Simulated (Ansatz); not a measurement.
```
Mo P
1.0
     3.20137    0.00000    0.00000
    -1.60068    2.77247    0.00000
     0.00000    0.00000    3.16958
Mo P
1 1
Direct
  0.00000 0.00000 0.00000
  0.33333 0.66667 0.50000
```

Space group P-6m2; computed pressure about 5 GPa in this cell.

The calculation used Ansatz, Kohn-Sham DFT of a periodic cell, HF, Ansatz PAW.

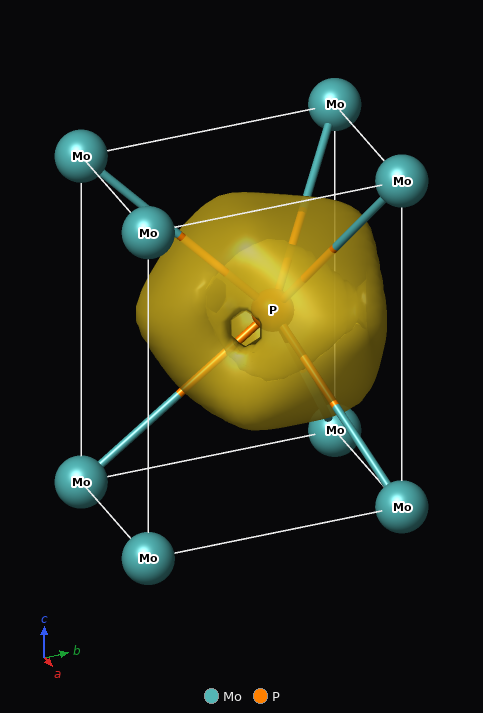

MoP. Isosurface of the ELF at 0.6 (yellow), seen slightly off an axis. Core shells and regions of very low density are left out. Sticks mark near contacts.

Core electrons are frozen (PAW), and the valence fields are smoothed inside the atomic spheres.

Q: Identify the bonds, lone pairs and shells in this picture.

A: The ELF exceeds this value in one region wrapped around P (its valence shell), counted in one cell of 2 atoms. Any copies at cell faces, edges or corners count once. Profiles from the grid: Mo–P (2.43 Å): the ELF peaks at about 0.80 in the valence shell of P, 0.8 Å from its nucleus, and is about 0.50 at the midpoint.

Q: Does the calculation give a band gap?

A: It is gapless in this calculation (a metal or semimetal).
